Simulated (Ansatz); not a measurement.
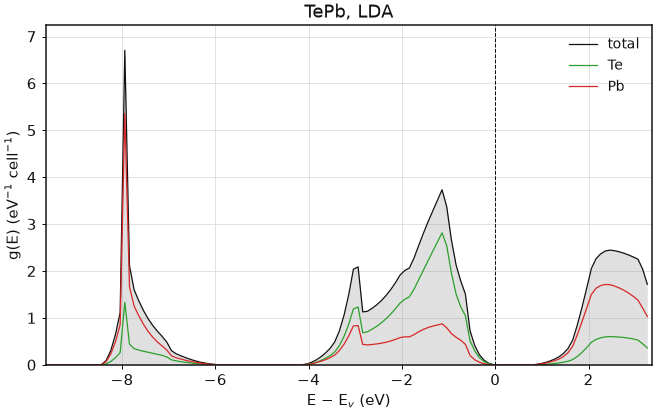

Density of states. Energies are counted from the top of the valence band. The partial curves are projected on Löwdin-orthogonalised atomic shells.

The material is TePb, space group Fm-3m (No. 225), 2 atoms in the cell.

Ansatz; DFT LDA, scalar-relativistic, plane waves, PAW, no spin polarisation, 4×4×4 k mesh.

Metal or insulator, going by the density of states?

There is a gap; over the k points computed it is 0.72 eV.

Where is the tallest peak in the window, and which states make it?

The tallest peak in the window is at −7.9 eV; by projected weight it is Pb (80 %) and Te (20 %).

How wide is the upper valence band?

The upper group of valence states starts about 3.9 eV under the valence-band top, with a gap beneath it; it holds about 6 electrons a cell.

Which states form the band edges?

By projected weight, the top eV of the valence band is Te (70 %) and Pb (30 %); the bottom eV of the conduction band is Pb (75 %) and Te (25 %).

The k mesh is coarse for this system. Spin-orbit coupling is left out, which matters for Pb and Te.
